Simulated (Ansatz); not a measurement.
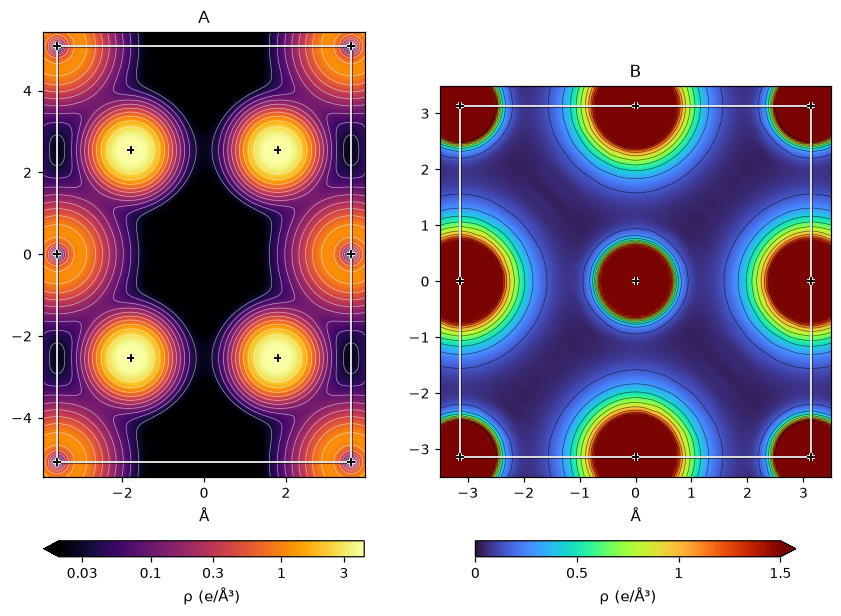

The valence electron density of 2 systems, each on a plane through atoms (crosses mark nuclei in the plane).

Method: DFT LDA, scalar-relativistic, plane waves, PAW (Ansatz 0.2.0).

System 1: K$_{2}$S, the (110) plane of the conventional cell. Space group Fm-3m; a generated structure, not necessarily the stable one; changed on purpose from its base cell (volume × 1.000 of the coarse rest volume).

```cif
data_structure
_symmetry_space_group_name_H-M 'P 1'
_symmetry_Int_Tables_number 1
_cell_length_a 7.1908
_cell_length_b 7.1908
_cell_length_c 7.1908
_cell_angle_alpha 90.000
_cell_angle_beta 90.000
_cell_angle_gamma 90.000
_cell_volume 371.82
loop_
_atom_site_label
_atom_site_type_symbol
_atom_site_fract_x
_atom_site_fract_y
_atom_site_fract_z
_atom_site_occupancy
S1 S 0.00000 0.00000 0.00000 1
S2 S 0.50000 0.50000 0.00000 1
S3 S 0.50000 0.00000 0.50000 1
S4 S 0.00000 0.50000 0.50000 1
K1 K 0.25000 0.25000 0.25000 1
K2 K 0.75000 0.75000 0.25000 1
K3 K 0.75000 0.25000 0.75000 1
K4 K 0.25000 0.75000 0.75000 1
K5 K 0.75000 0.25000 0.25000 1
K6 K 0.25000 0.75000 0.25000 1
K7 K 0.25000 0.25000 0.75000 1
K8 K 0.75000 0.75000 0.75000 1
```

System 2: NaI, the (010) plane of the conventional cell. Space group Fm-3m; a generated structure, not necessarily the stable one; changed on purpose from its base cell (volume × 1.012 of the coarse rest volume).

Question: Match each panel to its system.

Answer: Panel A is system 1, K$_{2}$S: the plane holds S and K. K–S (3.11 Å): ρ at the midpoint is about 0.13 e/Å³. Panel B is system 2, NaI: the plane holds Na and I. Na–I (3.14 Å): the density is about 0.15 e/Å³ at the midpoint, with its minimum of 0.07 e/Å³ about 1.2 Å from Na.
